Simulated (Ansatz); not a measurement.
```
CELL_PARAMETERS angstrom
1.99536 -1.97750 0.05625
-0.04789 -1.96914 -2.02685
1.99269 0.05357 -2.03253
ATOMIC_POSITIONS crystal
Al 0.50000 0.50000 0.00000
```

Space group P-1; changed on purpose from its base cell (cell strained at random at fixed volume).

Method: Kohn-Sham DFT of a periodic cell, PBEsol, Ansatz PAW in Ansatz 0.2.0.

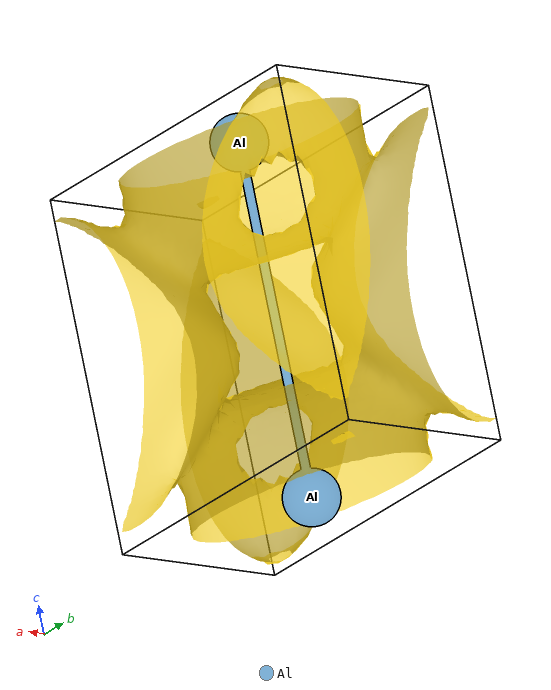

Al. Isosurface of the ELF at 0.55 (yellow), seen at an oblique angle. Only the valence region is drawn (cores and ρ < 0.01 e/Å³ removed). Sticks mark near contacts.

Core electrons are frozen (PAW), and the valence fields are smoothed inside the atomic spheres.

Where are the electrons localised?

Answer. The surface consists of one network that runs through the whole crystal, counted in one cell of 1 atoms. Any copies at cell faces, edges or corners count once. There are no localised bonds or lone pairs at this value. Along the contacts the grid gives the following. Al–Al (2.81 Å): the ELF peaks at about 0.65 between the atoms. Al–Al (2.87 Å): the ELF peaks at about 0.65 between the atoms.
